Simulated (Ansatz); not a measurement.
AlN

Input file:

```
crystal:
  lattice:
    - [0.0, 2.1839935596, 2.0747938816]
    - [2.1839935596, 0.0, 2.0747938816]
    - [2.1839935596, 2.1839935596, 0.0]
  atoms:
    - { symbol: Al, position: [0.0, 0.0, 0.0] }
    - { symbol: "N", position: [0.75, 0.75, 0.75] }
basis:
  ecutwfc: 500
kpoints:
  mp_grid: { grid: [10, 10, 10] }
hamiltonian:
  xc: r2scan
scf:
  occupations: { method: gaussian, width: 0.05 }
output:
  forces: true
  stress: true
  eigenvalues: true
  write_density: true
  write_potential: true
  elf: true
  volumetric_format: npy
```

Run with:

```sh
ansatz run input.yaml --threads 1 --pin off --max-ram 2560MiB --backend cpu --events-out ev --progress --plain --runs-dir out
```

Below, planes, directions and counts refer to the conventional cell (a = 3.09 Å, b = 3.09 Å, c = 4.15 Å, α = 90.00°, β = 90.00°, γ = 90.00°).

Space group I-4m2; a structure from a database of computed crystals, not necessarily the ambient phase; changed on purpose from its base cell (strain -0.0500 x Voigt [0, 0, 1, 0, 0, 0], atoms carried along); computed pressure about 12 GPa in this cell.

Level of theory: DFT r2SCAN, scalar-relativistic, plane waves, PAW (Ansatz).

The density is the valence pseudo-density of a PAW calculation; it isn't the true density close to the nuclei.

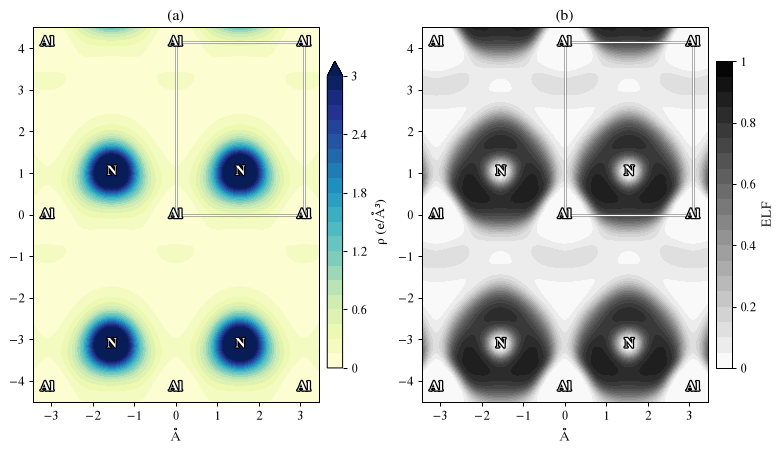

Figure 1. (a) valence electron density; (b) electron localisation function on the (010) plane of the conventional cell.

> Interpret the plot.

The section cuts through Al and N sites.
Al–N (1.86 Å): ρ at the midpoint is about 0.72 e/Å³; the ELF peaks at about 0.90 in the valence shell of N, 0.7 Å from its nucleus, and is about 0.85 at the midpoint.
Between the atoms the lowest density in this plane is 0.05 e/Å³.

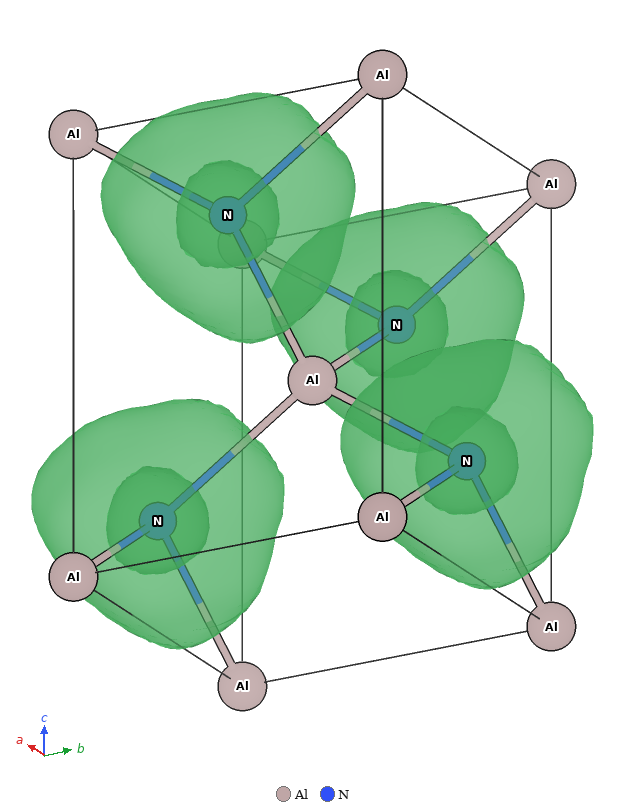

Figure 2. Isosurface of the ELF at 0.7 (green), seen at an oblique angle. Only the valence region is drawn (cores and ρ < 0.01 e/Å³ removed). Sticks mark near contacts.

> Describe the localisation domains.

The ELF exceeds this value in two regions on N in which the atom's valence shell and bonds are merged, counted in one cell of 4 atoms. Any copies at cell faces, edges or corners count once.

> Metal or insulator at this level of theory?

It is gapped, with a Kohn–Sham gap of 3.7 eV on the k-point mesh, an upper bound to the gap of this method.
